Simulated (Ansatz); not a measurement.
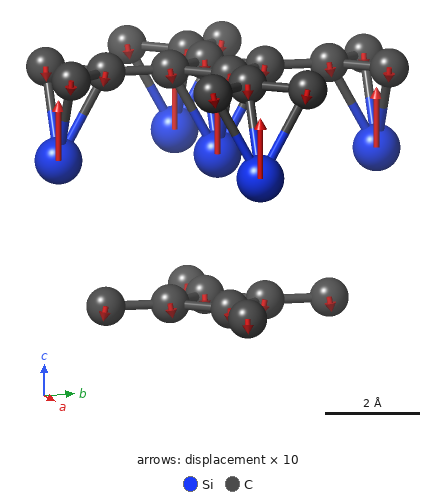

This is a relaxation of crystalline SiC$_{4}$ (a generated structure, set up in P4mm) (coarse preliminary run). The starting structure is drawn; red arrows show the displacements (the part carried along by the change of the cell is left out), 10 times their true length.

Style: ball-and-stick. Shown: the atoms within 4.2 Å of the atom that moves most (axes of the cell of the calculation), slightly off an axis.

Method: Ansatz, DFT PBE, scalar-relativistic, plane waves, PAW.

The input:
```yaml
crystal:
  lattice:
    - [3.5109618536, 0.0, 0.0]
    - [0.0, 3.5109618536, 0.0]
    - [0.0, 0.0, 5.0595545028]
  atoms:
    - { symbol: Si, position: [0.0, 0.0, 0.5937581261] }
    - { symbol: C, position: [0.0, 0.2980551293, 0.9638104685] }
    - { symbol: C, position: [0.7019448707, 0.0, 0.9638104685] }
    - { symbol: C, position: [0.0, 0.7019448707, 0.9638104685] }
    - { symbol: C, position: [0.2980551293, 0.0, 0.9638104685] }
basis:
  ecutwfc: 420
kpoints:
  mp_grid: { grid: [6, 6, 4] }
hamiltonian:
  xc: pbe
scf:
  occupations: { method: gaussian, width: 0.1 }
  lower_state_search: "off"
output:
  forces: true
  stress: true
  eigenvalues: true
relax:
  adjacent_minimum: "off"
  f_tol: 0.04
  max_steps: 70
  cell: { stress_tol: 0.4 }
```

Run as
```bash
ansatz run input.yaml --threads 1 --pin off --max-ram 2560MiB --backend cpu --events-out ev --progress --plain --runs-dir out
```

**Atoms of which element are displaced furthest, and by how much?**

Silicon: up to 0.13 Å, against 0.03 Å for carbon.

**Describe the change and its energy.**

The atom that moves furthest relative to the cell is Si1 (0.13 Å along +c). By element the largest moves are Si 0.13 Å, C 0.03 Å. The volume changes by +5.6 %, with a = b 3.511 → 3.541 Å (+0.8 %), c 5.060 → 5.254 Å (+3.8 %). Some distances before and after: Si1–C2 2.145 → 2.067 Å, C2–C4 1.418 → 1.442 Å, C2–C3 1.480 → 1.484 Å. Bond angles that change, for instance: C2–Si1–C4 58.4° → 61.0°. The space group stays P4mm (No. 99). Over 5 accepted moves (7 points after the start) the energy falls by 8.7 meV per atom. The largest force component goes from 0.29 to 0.028 eV/Å. The pressure goes from 0.05 to 0.08 GPa. The line search rejected the trial step at point 5 of the run. At 1 point the geometry stayed and the basis and grid were re-selected for the new cell (energy shift of 2.1 meV per atom at most each time). Cost: 33 s on 1 thread of Arm Neoverse V1 (shared host), peak memory 0.32 GiB.

Limits of the set-up: layers or molecules are held without a dispersion correction, so their spacing is unreliable.
